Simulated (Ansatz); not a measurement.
**Run report: SnO, geometry relaxation (part 1 of 2)**

SnO (slab, 4 atoms in the cell), computed with DFT PBE+D3(BJ), scalar-relativistic, plane waves, PAW, no spin polarisation (Ansatz 0.2.0).

The structure derives from an entry of the Crystallography Open Database. It belongs to a series of runs on one base structure; here: strain along x +0.020, atoms relaxed. Figures and captions count atoms from 1; the log counts them from 0 in places.

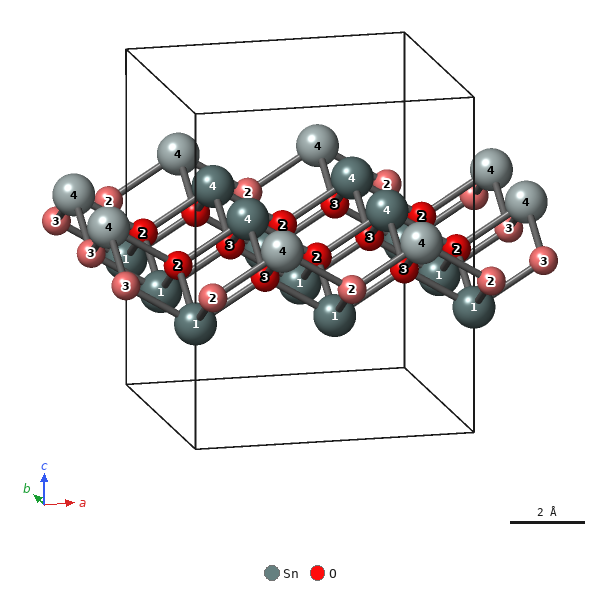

Figure 1. The structure as given in the input (ball-and-stick view of the 2 × 2 repeat of the cell, with the vacuum cut short, seen slightly off an axis; neighbours outside the cell are drawn fainter; atoms are numbered from 1 in the order of the input). An atom can appear more than once, as a periodic image. Near neighbours in the periodic cell (some may lie outside the picture): Sn has 4 O at 2.25 to 2.28 Å; O has 4 Sn at 2.25 to 2.28 Å.

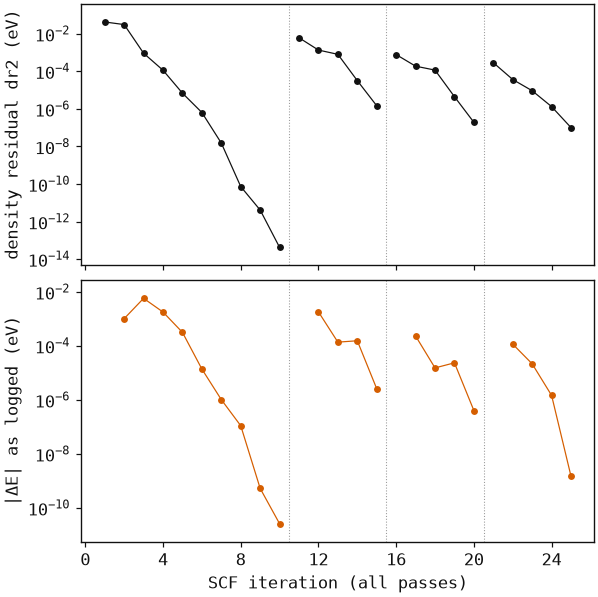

Figure 2. Convergence of the self-consistent field: density residual dr2 and size of the energy change against the SCF iteration. The dotted lines part the SCF passes of the relaxation: geometry steps, rejected trials and re-solves on a re-selected basis. The passes take 10, 5, 5 and 5 iterations.

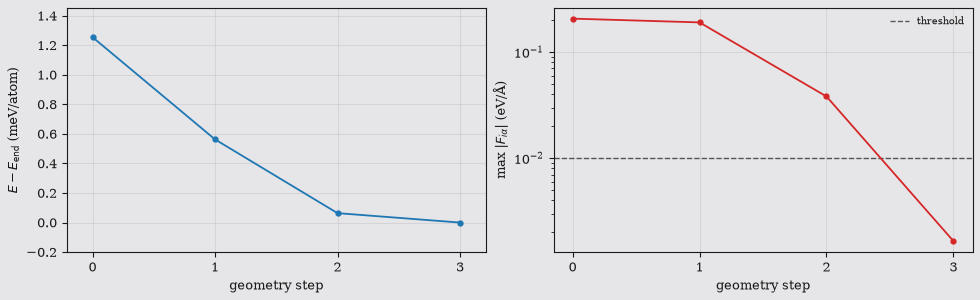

Figure 3. Progress of the relaxation, step by step (the first geometry is step 0 here and step 1 in the log).

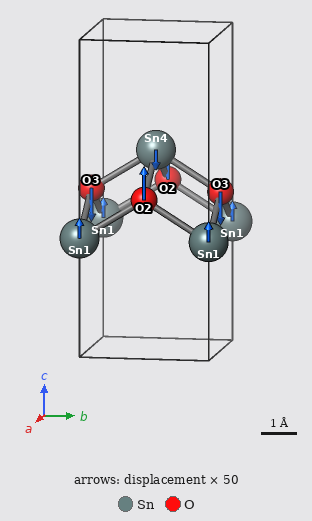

Figure 4. The starting structure with the displacements as blue arrows, magnified 50 times (ball-and-stick view of the cell of the calculation, with the vacuum cut short, seen slightly off an axis). Over 3 geometry steps the energy falls by 1.3 meV per atom. Largest force component: 0.21 eV/Å at the start, 0.0017 eV/Å at the end. The largest moves, 0.020 Å, are those of O2 and O3. By element the largest moves are O 0.020 Å, Sn 0.013 Å. The cell doesn't change. Distances before and after: O2–Sn4 2.279 → 2.262 Å, O3–Sn4 2.246 → 2.251 Å. (Atoms are counted from 1 in the order of the input.)

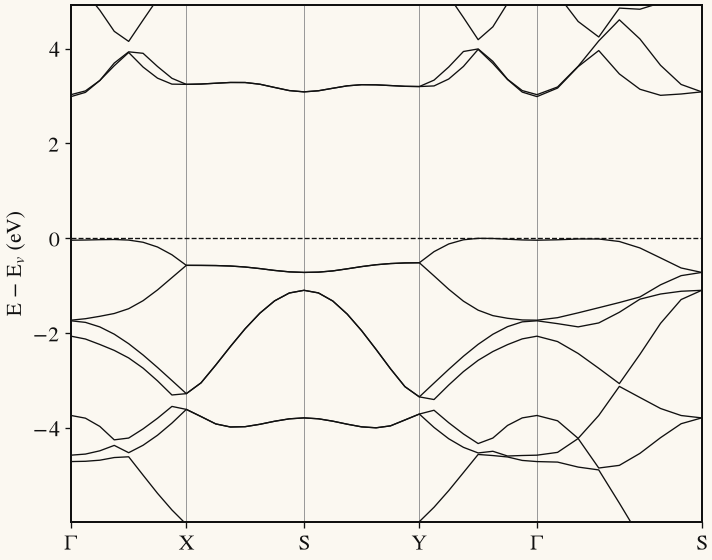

Figure 5. Band structure along Γ–X–S–Y–Γ–S, with energies from the valence-band top. There is a gap of 2.99 eV on this path.

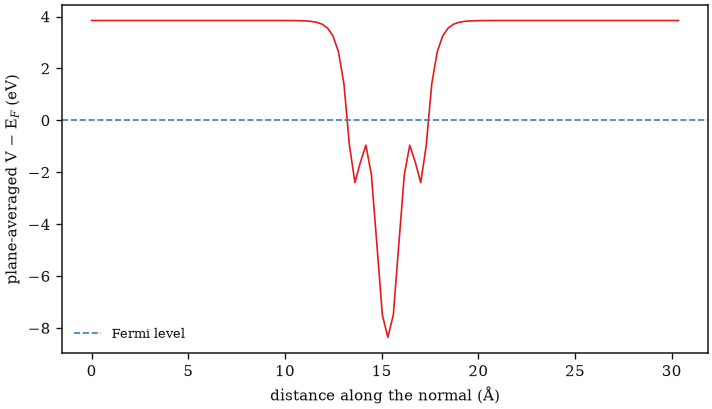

Figure 6. Plane average of the electrostatic potential energy of an electron across the cell, from the Fermi level. The vacuum level lies 3.85 eV above the Fermi level.

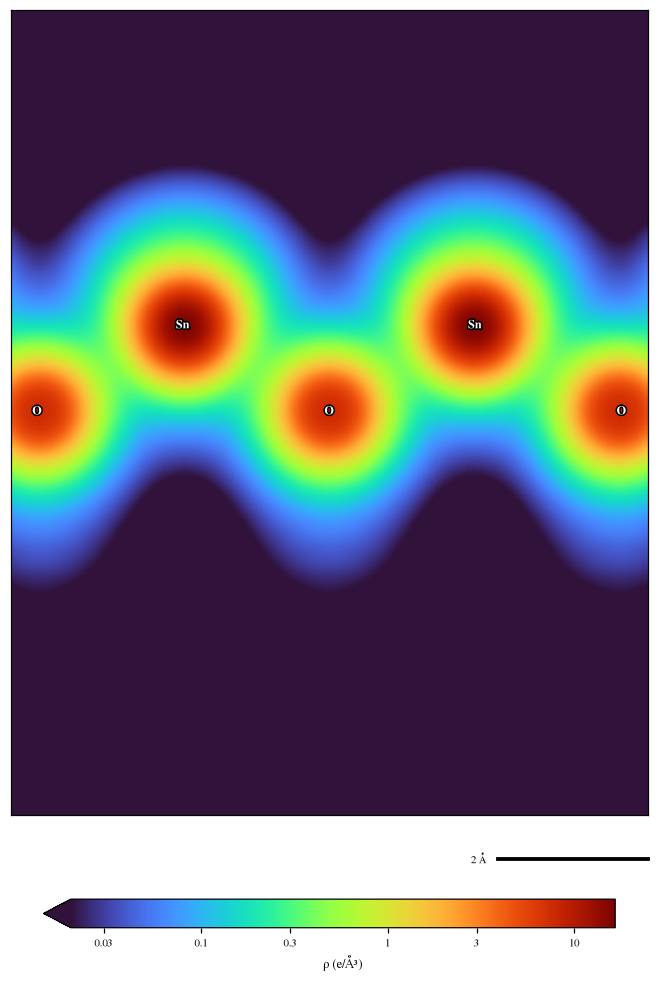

Figure 7. Valence electron density on the (010) plane of the calculation cell, a cut from vacuum to vacuum. Sn–O (2.26 Å): ρ at the midpoint is about 0.44 e/Å³. The density dies away to nearly zero in the vacuum. In a PAW calculation such maps are meaningful between the atoms, not at the nuclei.

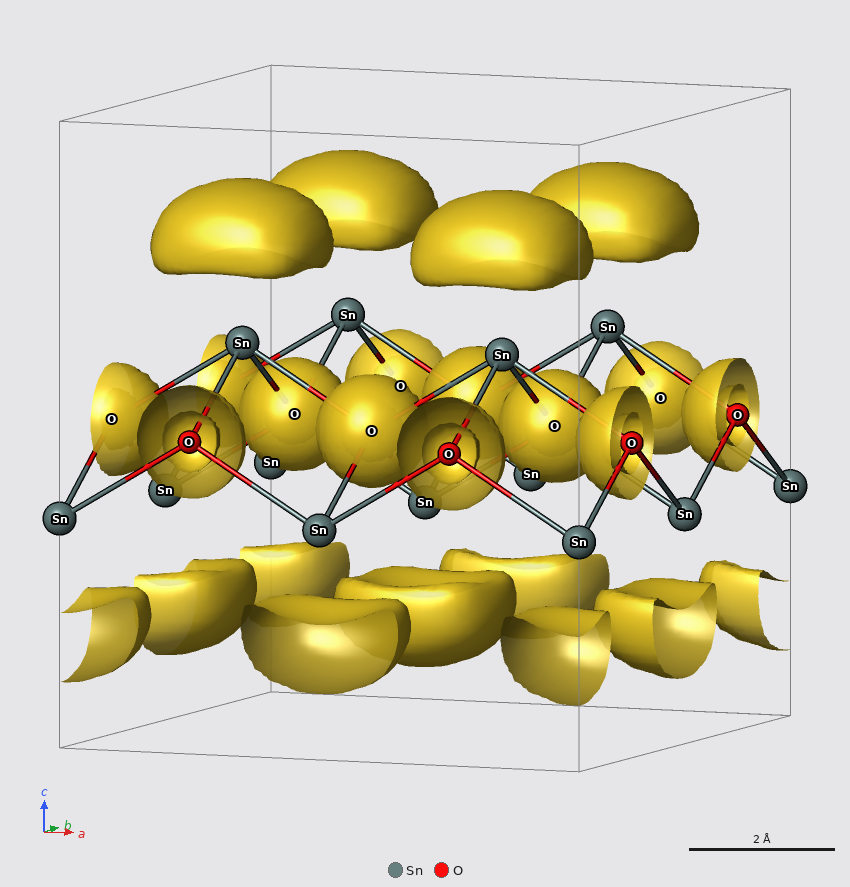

Figure 8. Isosurface of the electron localisation function at 0.75 (yellow), seen slightly off an axis. Core shells and regions of very low density are left out. Sticks mark near contacts. Values along the shortest contacts: Sn–O (2.25 Å): the ELF is about 0.20 at the midpoint.

The input that produced these results follows, with the program's output.

### The input
```yaml
crystal:
  lattice:
    - [3.8970639245, 5.3887e-06, 0.0]
    - [-5.3328e-06, 3.8206509064, 0.0]
    - [0.0, 0.0, 30.6344298628]
  atoms:
    - { symbol: Sn, position: [0.9998505514, 0.9998505514, 0.4614165619] }
    - { symbol: O, position: [0.9998515524, 0.4998510996, 0.5000006571] }
    - { symbol: O, position: [0.4998510996, 0.9998515524, 0.5000006571] }
    - { symbol: Sn, position: [0.4998494504, 0.4998494504, 0.5385847822] }
  periodic: [true, true, false]
basis:
  ecutwfc: 420
kpoints:
  mp_grid: { grid: [6, 6, 1] }
  band_path:
    path:
      - [0, 0, 0]
      - [0.5, 0, 0]
      - [0.5, 0.5, 0]
      - [0, 0.5, 0]
      - [0, 0, 0]
      - [0.5, 0.5, 0]
    npoints: 8
hamiltonian:
  xc: pbe
  dispersion: d3bj
scf:
  occupations: { method: gaussian, width: 0.02 }
output:
  forces: true
  stress: true
  eigenvalues: true
  write_density: true
  write_potential: true
  elf: true
  volumetric_format: npy
relax:
  adjacent_minimum: "off"
  f_tol: 0.01
  max_steps: 40
```

Launch command:
```bash
ansatz run input.yaml --threads 2 --pin off --max-ram 5120MiB --backend cpu --events-out ev --progress --plain --runs-dir out
```

### What the program printed
```
Warning: the atoms were moved onto the symmetric positions of the space group found under crystal.symmetry.tolerance 1.0e-5 (fractional; no operation is sought that the atoms, as they stand in a round, miss by more than twice it, and no atom is moved by as much as it), and the run uses the moved positions. Before a round's move an operation carried an atom to 1.32e-5 Å from where it should land, the largest such distance. Atom 3 (counting from 0) moved farthest, by 2.16e-5 Å; the longest move in fractions of the cell, of whichever atom, is 0.18 of the tolerance, in 1 round. To run the atoms as typed, lower crystal.symmetry.tolerance until the operations that they miss are no longer found, or set crystal.symmetry.detect: false (a key that needs symmetry detection or time reversal refuses this as the deck is read). The positions used, in the order of the run's atom list: position: [0.99985066345, 0.99985066345, 0.4614158898500001]; position: [0.99985066345, 0.49985066345, 0.5]; position: [0.49985066345, 0.99985066345, 0.5]; position: [0.49985066345, 0.49985066345, 0.53858411015]; The lattice was moved too: crystal.lattice misses the space group found at crystal.symmetry.tolerance 1.0e-5 in a digit that the deck types, which is why this is a warning: making the lattice exact moves one of its numbers by a whole unit of that number's last typed decimal, or more. The operation that it misses by the most changes a squared length by the fraction 2.60e-8. The run uses the lattice that is a stretch of the typed one, with no rotation, onto the one that keeps every operation to a double's rounding (on a very oblique basis the stretch itself rounds by more); the deck's lattice vector that moved farthest moved by 2.54e-8 Å. To run the lattice as typed, set crystal.symmetry.tolerance under 2.60e-8, the least fraction by which an operation that the lattice misses changes a squared length (the same key also sets how far an atom may lie from its image, so lowering it can lose operations that the atoms keep only within it), or set crystal.symmetry.detect: false, as for the atoms. crystal.lattice made exact, in Å and degrees: [[3.8970639244999647, 5.41407799998041e-6, 0.0], [-5.3079196078621645e-6, 3.8206509064000347, 0.0], [0.0, 0.0, 30.6344298628]]. Pasted over the deck's crystal.lattice, beside positions in fractional coordinates, it runs the same cell (given as lengths and angles, that cell in the form's own orientation, a rigid turn of the misfit's size from the one run here, for which a checkpoint.post_process_only pass over this run's state can be refused: where this run relaxes nothing, give such a pass this deck's own crystal.lattice, as typed; behind a relaxation, as crystal.lattice, the state's own cell, identity.cell in its checkpoint.json), and a matrix so pasted ends this notice, except on a very skew basis of the lattice, where the rounding of the pasted numbers themselves can read as a misfit: the cell is then moved again, and that move is told again. The lattice as run is in this notice's lattice.as_run_ang field (Run.prep()["deck_notices"] in Python, the deck_notice line of an events file, deck_notices of ansatz run --dry-run=json, or deck_notices in record.json in the deck's checkpoint.write directory).
Warning: output.stress: scf.convergence.dr2_threshold = 1e-7 eV (the SCF's general default) is looser than the 4e-10 eV advised for a printed stress (1e-10 eV for each atom of the cell: 4). What an SCF threshold leaves in a stress goes as its square root, and in the free energy as the threshold itself, and one threshold admits the most on a small cell: of the crystals measured, under no hybrid functional and no lock of the moments, on runs that ended without the residual-converged pass, on stresses that held no estimate of that error, the worst erred by over 100 MPa in a component at 1e-7 eV an atom and by under 5 at 1e-10. Every solve of this run answers to scf.convergence.dr2_threshold, and the tensor of one is reported: a single SCF on the reported geometry and on this run's grids (its basis.xc_grid and basis.ecutrho_ratio typed), with scf.convergence.dr2_threshold at 4e-10 eV or tighter, prints it and tightens no other solve. Else set scf.convergence.dr2_threshold to 4e-10 eV or tighter. The threshold is an SCF's pass mark: one that does not reach it within its budget of iterations ends unconverged, or closes short of it on a stop that the run arms, and scf.convergence.dr2_threshold's page says what that costs each kind of run
Engine: ansatz 0.2.0, x86_64-unknown-linux-gnu
Pseudopotentials: kind: paw
Pseudopotential: Sn, paw, valence charge 14, recommended cutoff 420 eV (normal), Sn.paw.azcp
Pseudopotential: O, paw, valence charge 6, recommended cutoff 420 eV (normal), O.paw.azcp
Functional definition: PBE
  parameter kappa = 0.804
  parameter beta = 0.06672455060314922
  exchange = pbe_x(kappa = kappa, mu = beta*pi^2/3)
  correlation = pbe_c(beta = beta)
Crystal: 4 atoms, lattice volume = 456.126 Å³
Basis set: ecut = 420 eV, 8967 PW (Γ), exchange–correlation on 54×54×432 points (8 copies of the dense FFT grid, shifted against one another)
Bands: 24, of which v1, the nominal top of the filled ones, is band 20 counted from 1 (19 counted from 0)
Symmetry: 8 space group operations
Space group: Pmmn (ITA 59), of the structure as read, at distance tolerance 7.7e-5 Å
k-points: 16 of 36
Non-local potential: Sn, projectors of the file, l = 0: 2, l = 1: 2, l = 2: 2, l = 3: 2
Non-local potential: O, projectors of the file, l = 0: 2, l = 1: 2, l = 2: 1
PAW form: soft (Blöchl's): semilocal exchange-correlation on the pseudo side does not see the compensation charge
PAW one-centre angular grid: Sn, 590 points (default); XC on 64 Gauss nodes
PAW one-centre angular grid: O, 110 points (default); XC on 64 Gauss nodes
Initial density: superposition of atomic densities (neutral atoms: chi_scale 0, normalization atom), corrected by the library's trained network
Initial wavefunctions: pseudopotential atomic-orbital guess
Functional: x = pbe(κ = 0.804, μ = 0.2195149727645171), c = pbe(β = 0.06672455060314922)
```
